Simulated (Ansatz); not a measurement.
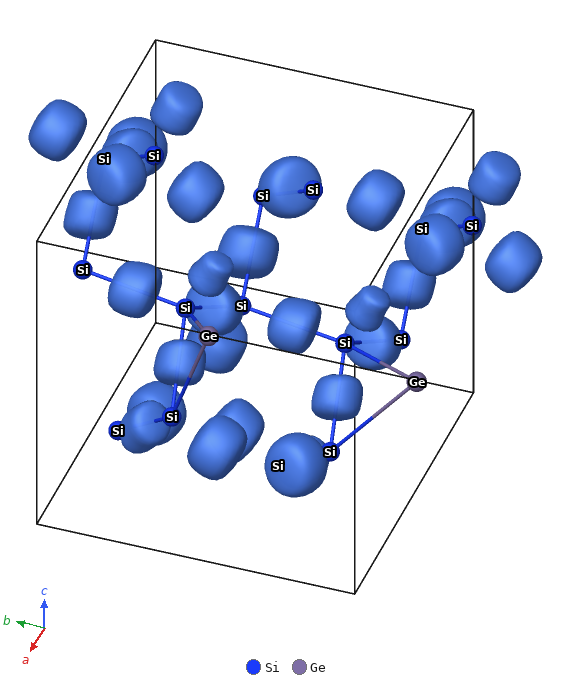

*Si6Ge. Isosurface of the electron localisation function at 0.8 (blue), seen at an oblique angle. Only the valence region is drawn (cores and ρ < 0.01 e/Å³ removed). Sticks mark near contacts.*

Space group Pm; a generated structure, not necessarily the stable one; computed pressure about −2 GPa in this cell.

All numbers below come from DFT PBEsol, scalar-relativistic, plane waves, PAW (Ansatz).

> Identify the bonds, lone pairs and shells in this picture.

At this value the surface marks out 24 regions between bonded Si–Si atoms, counted in one cell of 14 atoms. Any copies at cell faces, edges or corners count once. Profiles from the grid: Si–Si (2.35 Å): the ELF peaks at about 0.95 between the atoms. Si–Ge (2.62 Å): the ELF peaks at about 0.75 in the valence shell of Si, 1.0 Å from its nucleus, and is about 0.60 at the midpoint.

> Does the calculation give a band gap?

It is metallic or semimetallic at this level of theory: no gap opens.
